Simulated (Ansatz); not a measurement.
**Single-point calculation, with input and output: Al12H**

The run: single-point calculation of Al12H (slab, 13 atoms in the cell). Method and program: DFT PBEsol, scalar-relativistic, plane waves, PAW, no spin polarisation (Ansatz 0.2.0).

The structure derives from an entry of the Crystallography Open Database. Figures and captions count atoms from 1; the log counts them from 0 in places.

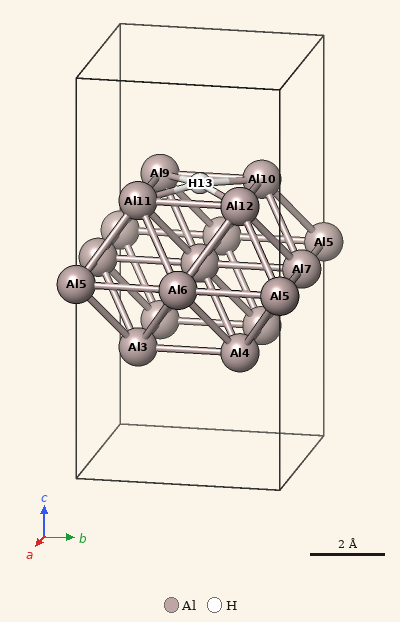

The structure (ball-and-stick view of the cell of the calculation, with the vacuum cut short, seen slightly off an axis; atoms are numbered from 1 in the order of the input).

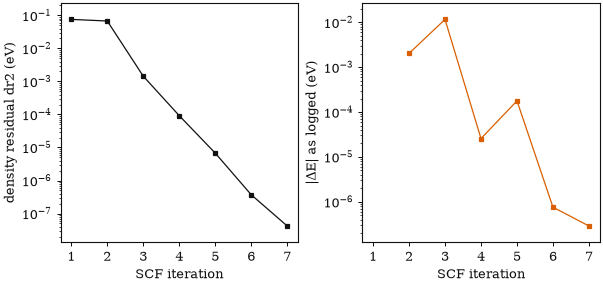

Convergence of the self-consistent field: density residual dr2 and size of the energy change against the SCF iteration. The residual falls at every step.

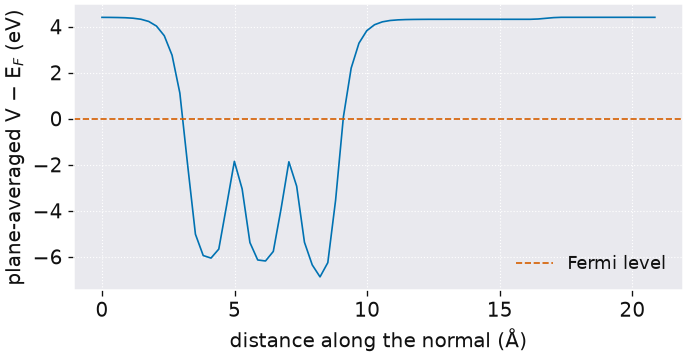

Plane average of the electrostatic potential energy of an electron across the cell, from the Fermi level. The vacuum level lies 4.32 eV above the Fermi level on the upper side and 4.41 eV on the lower.

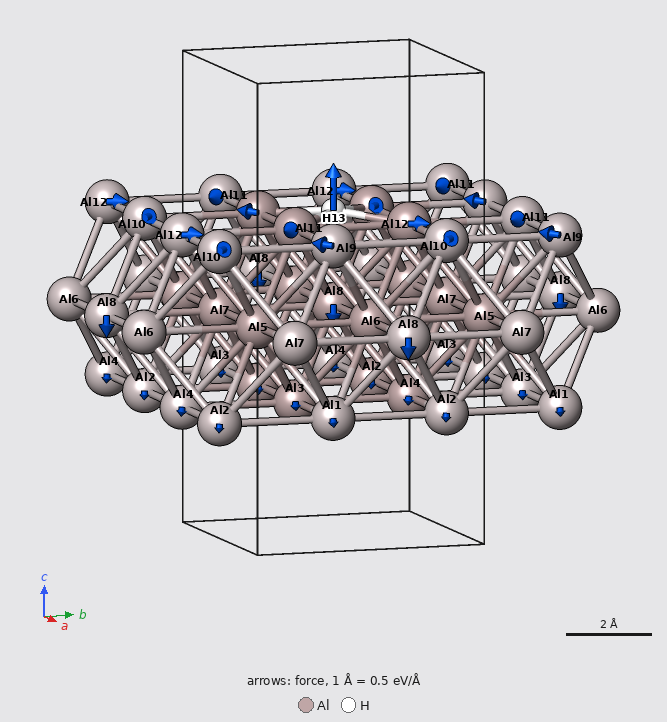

Forces on the atoms as blue arrows (ball-and-stick view of the cell of the calculation, with the vacuum cut short, seen slightly off an axis; neighbours outside the cell are drawn fainter; atoms are numbered from 1 in the order of the input); the smallest are left out. The largest act on H13 (0.58 eV/Å); Al9, Al10, Al11, Al12 (0.30 eV/Å); Al8 (0.28 eV/Å). The geometry is not a stationary point of this energy.

These pictures come from the run below.

**The input**
```yaml
crystal:
  lattice:
    - [5.6788540124, 0.0, 0.0]
    - [0.0, 5.6788540124, 0.0]
    - [0.0, 0.0, 21.1413451746]
  atoms:
    - { symbol: Al, position: [0.25, 0.25, 0.1892027195] }
    - { symbol: Al, position: [0.25, 0.75, 0.1892027195] }
    - { symbol: Al, position: [0.75, 0.25, 0.1892027195] }
    - { symbol: Al, position: [0.75, 0.75, 0.1892027195] }
    - { symbol: Al, position: [0.0, 0.0, 0.2870821533] }
    - { symbol: Al, position: [0.0, 0.5, 0.2870821533] }
    - { symbol: Al, position: [0.5, 0.0, 0.2870821533] }
    - { symbol: Al, position: [0.5, 0.5, 0.2870821533] }
    - { symbol: Al, position: [0.25, 0.25, 0.3850911618] }
    - { symbol: Al, position: [0.25, 0.75, 0.3850911618] }
    - { symbol: Al, position: [0.75, 0.25, 0.3850911618] }
    - { symbol: Al, position: [0.75, 0.75, 0.3850911618] }
    - { symbol: H, position: [0.5, 0.5, 0.3940782909] }
basis:
  ecutwfc: 420
kpoints:
  mp_grid: { grid: [5, 5, 1] }
hamiltonian:
  xc: pbesol
scf:
  occupations: { method: gaussian, width: 0.1 }
output:
  forces: true
  eigenvalues: true
efield:
  axis: 3
  dipole_correction: true
  ramp_width: 0.04
```

Launched with:
```bash
ansatz run input.yaml --threads 1 --pin off --max-ram 3072MiB --backend cpu --events-out ev --progress --plain --runs-dir out
```

**The program's output**
```
Engine: ansatz 0.2.0, x86_64-unknown-linux-gnu
Pseudopotentials: kind: paw
Pseudopotential: Al, paw, valence charge 3, recommended cutoff 420 eV (normal), Al.paw.azcp
Pseudopotential: H, paw, valence charge 1, recommended cutoff 420 eV (normal), H.paw.azcp
Functional definition: PBEsol
  exchange = pbesol_x
  correlation = pbesol_c
Crystal: 13 atoms, lattice volume = 681.795 Å³
Basis set: ecut = 420 eV, 13371 PW (Γ), exchange–correlation on 80×80×288 points (8 copies of the dense FFT grid, shifted against one another)
Bands: 32, of which v1, the nominal top of the filled ones, is band 19 counted from 1 (18 counted from 0)
Symmetry: 8 space group operations
Space group: P4mm (ITA 99), of the structure as read, at distance tolerance 8.8e-5 Å
k-points: 6 of 25
Non-local potential: Al, projectors of the file, l = 0: 2, l = 1: 2, l = 2: 1
Non-local potential: H, projectors of the file, l = 0: 2, l = 1: 1
PAW form: soft (Blöchl's): semilocal exchange-correlation on the pseudo side does not see the compensation charge
PAW frozen core: Al, regenerated for the run's functional, and the local potential with it (the file was generated under x = pbe(κ = 0.804, μ = 0.2195149727645171), c = pbe(β = 0.06672455060314922))
PAW one-centre angular grid: Al, 110 points (default); XC on 64 Gauss nodes
PAW one-centre angular grid: H, 110 points (default); XC on 64 Gauss nodes
Initial density: superposition of atomic densities (neutral atoms: chi_scale 0, normalization atom), corrected by the library's trained network
Initial wavefunctions: pseudopotential atomic-orbital guess
Functional: x = pbesol(κ = 0.804, μ = 0.12345679012345678), c = pbesol(β = 0.046)
SCF iter   1: F=—  HF=-6305.420790 eV  |F-HF|=—  |Δ(HF+E_count)|=         —  Δρ=1.77e-3  dr2=7.55e-2  ethr=1.77e-3  p=-0.002 e·Å  D=-6.02e-4 V/Å  ΔV_dip=0.01 eV  dr2_dipole=2.91e-5  V_vac-E_F(+/−)=4.23/4.22 eV  ⟨swp⟩=12.0  Hψ=1241  notcnv=0
efield: sawtooth ramp at fractional position 0.7716 (placed from the atoms, in the widest stretch of the axis that holds none; the zero of the levels goes with the place), width 0.0400; the density the first Hamiltonian is built on has a dipole p = -0.002 e·Å; the dipole correction subtracts the counter field D = -6.02e-4 V/Å, which shifts the + side's vacuum level by +0.01 eV against the − side's; the planar-averaged density in the ramp window peaks in size at 9.1e-6 e/Å³
preconditioner: auto → LDOS  [insulator: Δε(μ)=0.256 eV  Ē_g=6.234 eV  σ=0.100 eV  W_gap=0.91  n_scr=66 (ndim 8)  ℏωp=8.7 eV  f_vac=0.560  D(μ)=1.25/eV (n_scr^D=2)  ε∞_Penn≈2.9  β→1.0]
SCF iter   2: F=—  HF=-6305.422813 eV  |F-HF|=—  |Δ(HF+E_count)|=   2.02e-3  Δρ=1.04e-3  dr2=6.75e-2  ethr=2.04e-4  p=0.022 e·Å  D=5.83e-3 V/Å  ΔV_dip=-0.12 eV  dr2_dipole=2.67e-4  V_vac-E_F(+/−)=4.24/4.36 eV  ⟨swp⟩=2.7  Hψ=400  notcnv=0  defer=26
SCF iter   3: F=—  HF=-6305.411170 eV  |F-HF|=—  |Δ(HF+E_count)|=   1.16e-2  Δρ=2.08e-4  dr2=1.44e-3  ethr=1.83e-4  p=0.013 e·Å  D=3.44e-3 V/Å  ΔV_dip=-0.07 eV  dr2_dipole=4.02e-5  V_vac-E_F(+/−)=4.32/4.39 eV  ⟨swp⟩=2.0  Hψ=218  notcnv=0  defer=26
SCF iter   4: F=—  HF=-6305.411195 eV  |F-HF|=—  |Δ(HF+E_count)|=   2.56e-5  Δρ=4.59e-5  dr2=9.19e-5  ethr=3.89e-6  p=0.015 e·Å  D=4.08e-3 V/Å  ΔV_dip=-0.09 eV  dr2_dipole=1.89e-5  V_vac-E_F(+/−)=4.31/4.40 eV  ⟨swp⟩=2.2  Hψ=282  notcnv=0  defer=26
SCF iter   5: F=—  HF=-6305.411372 eV  |F-HF|=—  |Δ(HF+E_count)|=   1.77e-4  Δρ=1.22e-5  dr2=6.76e-6  ethr=2.48e-7  p=0.015 e·Å  D=4.02e-3 V/Å  ΔV_dip=-0.08 eV  dr2_dipole=1.17e-6  V_vac-E_F(+/−)=4.32/4.40 eV  ⟨swp⟩=2.7  Hψ=298  notcnv=0  defer=7
SCF iter   6: F=—  HF=-6305.411373 eV  |F-HF|=—  |Δ(HF+E_count)|=   7.56e-7  Δρ=3.89e-6  dr2=3.71e-7  ethr=1.83e-8  p=0.015 e·Å  D=4.04e-3 V/Å  ΔV_dip=-0.09 eV  dr2_dipole=8.60e-8  V_vac-E_F(+/−)=4.32/4.40 eV  ⟨swp⟩=2.7  Hψ=251  notcnv=0  defer=7
SCF iter   7: F=-6305.411373 eV  HF=-6305.411373 eV  |F-HF|=3.52e-9  |Δ(HF+E_count)|=   2.88e-7  Δρ=1.34e-6  dr2=4.20e-8  ethr=2.70e-10  p=0.015 e·Å  D=4.02e-3 V/Å  ΔV_dip=-0.08 eV  dr2_dipole=4.56e-9  V_vac-E_F(+/−)=4.32/4.41 eV  ⟨swp⟩=22.3  Hψ=1305  notcnv=0
SCF 1 converged in 7 iterations: F = -6305.411373 eV  dr2 = 4.20e-8
  greatest PAW one-centre occupation: 0.479 electrons in one spin orbital (limit 2), on the Al atom at site 0 (counted from 0), in its partial waves of l = 0
SCF converged after 7 iterations
Free energy (F): -6305.411373 eV
Harris-Foulkes:  -6305.411373 eV  (|F-HF|=3.52e-9)
Internal energy: -6305.404924 eV  (E = F + TS)
E sigma→0 (E₀):  -6305.408148 eV
Entropy (-TS):   -0.006449 eV (-0.496 meV/atom)
Fermi energy:    -0.695095 eV
Dipole field:    D = 0.004068 V/Å  (p = 0.015327 e·Å, saw-weighted, corrected)
Work function:   Φ+ = 4.3197 eV   Φ− = 4.4057 eV
Levels:          The Fermi level and band energies are counted from a zero that moves with the ramp; work functions are not
--- Per-component energies (eV) ---
  E_band       = -177.729033
  E_kinetic    = 267.991122
  E_local      = -6601.085155  (includes V_loc(G=0)·N_el)
  E_nonlocal   = 128.390704
  E_hartree    = 3208.266919
  E_xc         = -470.188983
  E_vxc        = -346.291103  (∫ρ·V_xc dr)
  E_paw        = -5456.105067  (= ΣΔE_a)
  E_vpaw       = -43.275150  (= ΣTr[D̂ρ^β])
  E_aug_tail   = -0.001056  (compensation charges beyond the density's cutoff)
  E_efield     = 0.000031  (sawtooth field / dipole correction)
  E_vefield    = 0.005232  (∫n·V_field dr)
  E_ewald      = 2617.096893
  E_core_change = 0.229668  (= ΣΔE_core)
  E_smearing   = -0.006449  (= −TS)
  E_closure    = 0.000000  (closes the sum)
  Σ components = -6305.411373   (vs F -6305.411373, Δ=0.00e0)
--- Forces (eV/Å), atoms counted from 1 ---
  atom   1  Al     0.00907132     0.00907132    -0.11676994
  atom   2  Al     0.00907132    -0.00907132    -0.11676994
  atom   3  Al    -0.00907132     0.00907132    -0.11676994
  atom   4  Al    -0.00907132    -0.00907132    -0.11676994
  atom   5  Al    -0.00000000     0.00000000    -0.02398783
  atom   6  Al     0.00000000     0.00000000     0.05144117
  atom   7  Al     0.00000000     0.00000000     0.05144117
  atom   8  Al    -0.00000000     0.00000000    -0.27711466
  atom   9  Al    -0.20813179    -0.20813179     0.02172557
  atom  10  Al    -0.20813179     0.20813179     0.02172557
  atom  11  Al     0.20813179    -0.20813179     0.02172557
  atom  12  Al     0.20813179     0.20813179     0.02172557
  atom  13  H      0.00000000     0.00000000     0.57833823
  max |Σ_I F_I| component: 5.94e-5 eV/Å
--- Band table (eV; the first three rows and the last of 6) ---
  k-point 0: bands = ["-11.2704", "-9.4785", "-7.3301", "-6.6307", "-6.6307", "-6.4744", "-5.9882", "-5.0872", "-4.5996", "-4.5996", "-4.3847", "-2.8363", "-2.8363", "-2.7896", "-2.1077", "-1.6550", "-1.6550", "-1.5707", "-1.1086", "-0.9055", "-0.9055", "-0.8346", "0.2504", "0.7495", "1.1034", "1.1383", "1.1383", "1.9332", "2.1390", "2.1390", "2.2588", "3.0698"]
  k-point 1: bands = ["-11.0987", "-9.3687", "-8.2537", "-7.0152", "-6.4554", "-6.2080", "-5.7072", "-4.8554", "-4.5132", "-4.4255", "-3.8792", "-3.8452", "-3.1328", "-2.7413", "-2.5360", "-2.0265", "-1.8625", "-1.4582", "-1.1128", "-0.1936", "-0.1608", "0.0309", "0.5109", "1.0593", "1.1873", "1.3146", "1.4055", "1.6730", "1.9749", "2.2923", "2.8984", "3.2428"]
  k-point 2: bands = ["-10.6184", "-9.6482", "-8.7281", "-7.6000", "-6.2005", "-5.9327", "-5.4216", "-5.0643", "-4.9475", "-4.3680", "-3.9290", "-3.8867", "-3.1241", "-2.9987", "-2.4421", "-2.0630", "-1.2398", "-0.9603", "-0.9158", "-0.2508", "-0.1027", "0.0586", "0.4060", "1.6801", "1.8137", "1.9470", "1.9945", "2.1081", "2.4098", "2.6438", "2.7487", "3.1042"]
  k-point 5: bands = ["-10.0385", "-9.1438", "-8.6934", "-8.1413", "-7.7044", "-6.9960", "-6.6061", "-5.8725", "-4.5941", "-3.7119", "-3.3695", "-2.6249", "-1.9226", "-1.7556", "-1.4936", "-1.3771", "-0.5921", "-0.5070", "-0.4799", "0.1314", "0.1687", "0.2957", "0.3151", "0.4514", "1.0277", "1.7581", "1.9436", "2.0204", "2.1099", "2.6904", "2.8996", "3.1737"]
```

**Key numbers**

```json
{"quantity": "outcome", "value": "converged"}
{"quantity": "electrons treated", "value": "37"}
{"quantity": "free energy", "value": "−6305.4114 eV"}
{"quantity": "work function, top face", "value": "4.32 eV"}
{"quantity": "work function, bottom face", "value": "4.41 eV"}
{"quantity": "Fermi energy", "value": "−0.695 eV"}
{"quantity": "gap on the k-point mesh", "value": "none (metallic)"}
{"quantity": "work function (upper face)", "value": "4.32 eV"}
{"quantity": "largest force (length of the vector)", "value": "0.578 eV/Å"}
{"quantity": "hardware", "value": "1 thread of Intel Xeon @ 2.50GHz (Skylake/Cascade Lake), 10 GiB of memory available, shared host"}
{"quantity": "wall time", "value": "10 s"}
{"quantity": "peak memory", "value": "0.65 GiB"}
```
